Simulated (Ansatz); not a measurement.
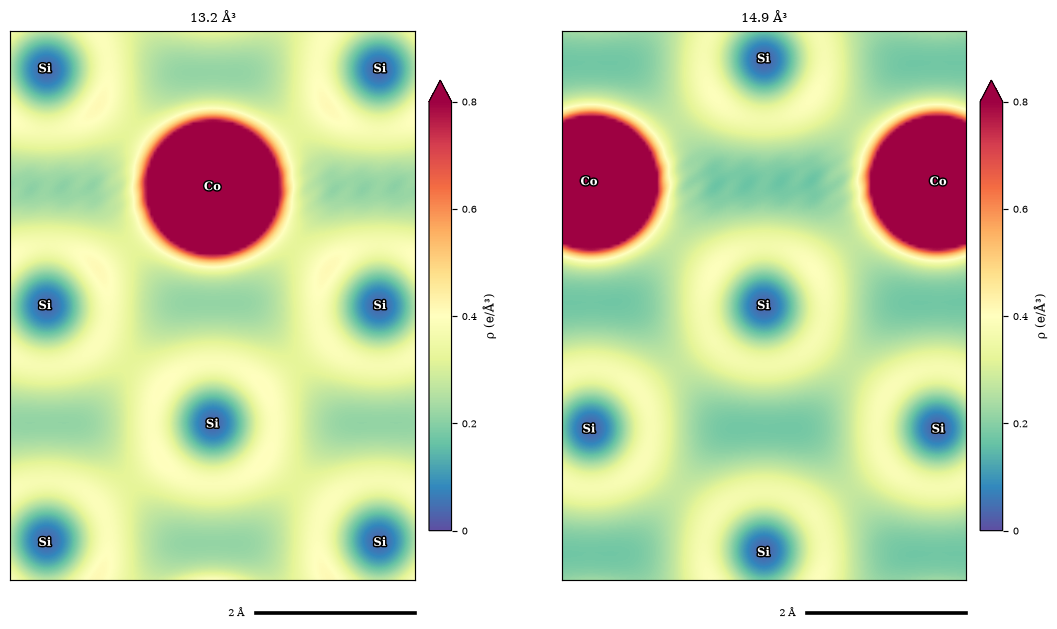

CoSi$_{3}$. The valence electron density of cells scaled evenly to different volumes (given per atom above each panel), on the (011̄) plane of each (indices in the axes of the cell below), at one length scale and on one colour scale.

Started from the BiF3 (D0_3) prototype, which need not be the ambient phase; the program warned that a starting moment wasn't kept; spin-polarised, but the moments vanished.

Computed with Ansatz, DFT PBEsol, scalar-relativistic, plane waves, PAW.

Core electrons are frozen (PAW), and the valence fields are smoothed inside the atomic spheres.

The largest cell:

```yaml
crystal:
  lattice:
    - [0.00000, 3.10161, 3.10161]
    - [3.10161, 0.00000, 3.10161]
    - [3.10161, 3.10161, 0.00000]
  atoms:
    - { symbol: Si, position: [0.25000, 0.25000, 0.25000] }
    - { symbol: Si, position: [0.75000, 0.75000, 0.75000] }
    - { symbol: Si, position: [0.50000, 0.50000, 0.50000] }
    - { symbol: Co, position: [0.00000, 0.00000, 0.00000] }
```

| volume (Å³/atom) | Co–Si contact in the plane (Å) | ρ at its midpoint (e/Å³) | pressure (GPa) | 
| --- | --- | --- | --- |
| 13.18 | 2.577 | 0.325 | −7.4 | 
| 13.92 | 2.625 | ? | ? | 
| 14.92 | 2.686 | 0.275 | −17.7 | 

### Estimate the missing row, and compare with the calculation.

Over the known rows ln ρ falls by 1.53 per Å of Co–Si distance (the line through the two), which gives 0.302 e/Å³ at 2.625 Å; the calculation gives 0.302 e/Å³. For the pressure, a straight line in volume between the neighbouring rows gives −11.8 GPa; the calculation gives −12.9, lower because pressure rises ever faster on compression.
